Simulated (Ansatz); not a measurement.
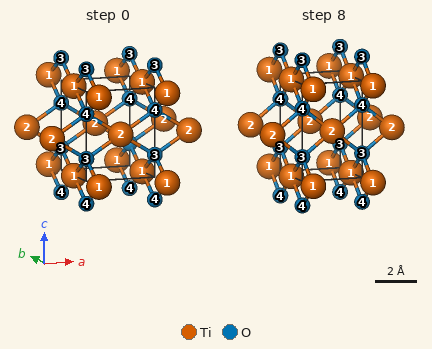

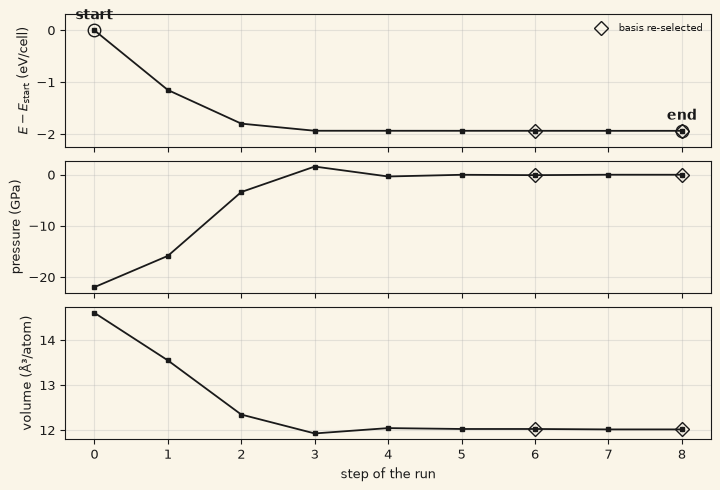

First and last geometry of a relaxation of crystalline TiO (built on the PtS type), with the history of the run. Style: ball-and-stick. Shown: the cell of the calculation, slightly off an axis.

Level of theory: Ansatz 0.2.0, DFT PBEsol, scalar-relativistic, plane waves, PAW. Set-up: plane-wave cutoff 420 eV; k-point mesh 8 × 8 × 8; occupations gaussian; smearing width 0.05 eV; collinear spin; cell and atoms relaxed; force threshold 0.01 eV/Å; at most 60 steps.

Read the history and describe the run.

It converged. Over 6 accepted moves (8 points after the start) the energy falls by 1.933 eV per cell of the calculation. All forces vanish by symmetry, so only the cell relaxes. The pressure goes from −21.94 to 0.01 GPa. At 2 points the geometry stayed and the basis and grid were re-selected for the new cell (energy shift of 0.2 meV per cell of the calculation at most each time). The atoms keep their places relative to the cell (all moves are under 0.005 Å). The drawn cell changes as follows: a = b 3.607 → 3.146 Å (−12.8 %), c 4.491 → 4.859 Å (+8.2 %); the volume changes by −17.7 %. Some distances before and after: Ti1–Ti1 3.607 → 3.146 Å, Ti1–O3 2.124 → 1.987 Å. Among the angles between lasting bonds that change: O3–Ti1–O3 116.2° → 104.6°, Ti1–O3–Ti1 116.2° → 104.6°, O3–Ti1–O4 63.8° → 75.4°. The space group stays P4_2/mmc (No. 131). The program noted that the starting moments weren't kept. The run took roughly 50 core-seconds on a shared host.
